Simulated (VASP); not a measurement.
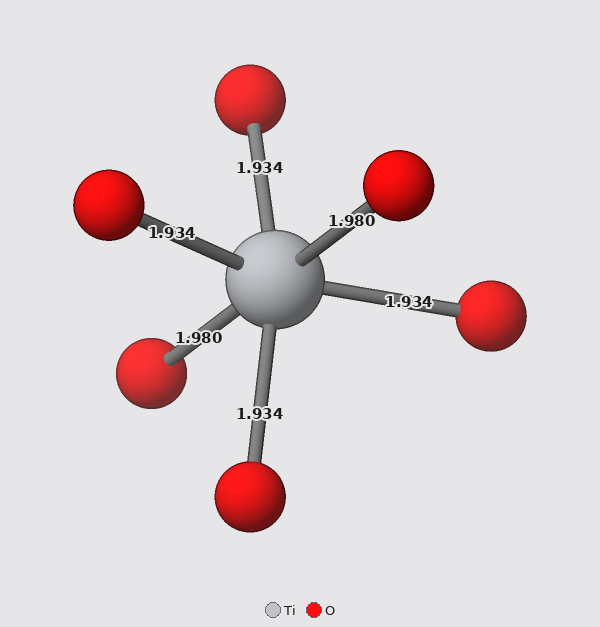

The surroundings of site Ti1 (at 0.000, 0.500, 0.250) in TiO₂ (I4_1/amd), with bond lengths in Å.

Origin of the cell: an entry of the Crystallography Open Database, as set up for an electronic-structure calculation.

```yaml
crystal:
  lattice:
    - [3.78420, 0.00000, 0.00000]
    - [0.00000, 3.78420, 0.00000]
    - [0.00000, 0.00000, 9.51460]
  atoms:
    - { symbol: Ti, position: [0.00000, 0.50000, 0.25000] }
    - { symbol: Ti, position: [0.00000, 0.00000, 0.00000] }
    - { symbol: O, position: [0.50000, 0.50000, 0.29190] }
    - { symbol: O, position: [0.00000, 0.50000, 0.04190] }
    - { symbol: O, position: [0.00000, 0.50000, 0.45810] }
    - { symbol: O, position: [0.00000, 0.00000, 0.20810] }
    - { symbol: Ti, position: [0.50000, 0.00000, 0.75000] }
    - { symbol: Ti, position: [0.50000, 0.50000, 0.50000] }
    - { symbol: O, position: [0.00000, 0.00000, 0.79190] }
    - { symbol: O, position: [0.50000, 0.00000, 0.54190] }
    - { symbol: O, position: [0.50000, 0.00000, 0.95810] }
    - { symbol: O, position: [0.50000, 0.50000, 0.70810] }
```

Bond valence s = exp((R0 − d)/b), R0 fitted to published crystal structures with b = 0.37 Å, summed over all anions within 5 Å; R0 in Å: Ti3+–O 1.778; Ti4+–O 1.801.

### Which oxidation state of Ti do these bonds support?

With the Ti3+ parameters the computed sum is 4 × 0.656 + 2 × 0.579 = 3.78. With the Ti4+ parameters the computed sum is 4 × 0.698 + 2 × 0.616 = 4.03. The sum matches its own assumption best for Ti4+, which also balances the formula's charge.

### And over the whole structure?

| site | x, y, z | formal valence | bond-valence sum | difference |
| --- | --- | --- | --- | --- |
| Ti1 | 0.000, 0.500, 0.250 | +4 | 4.08 | 0.08 |
| O1 | 0.500, 0.500, 0.292 | −2 | 2.04 | 0.04 |

These sums include all anions within 5 Å. The global instability index (root mean square of the differences over all atoms) is 0.06 v.u.: little strain. The cell was not relaxed for this table, and a volume that is off by a few per cent shifts all sums together.
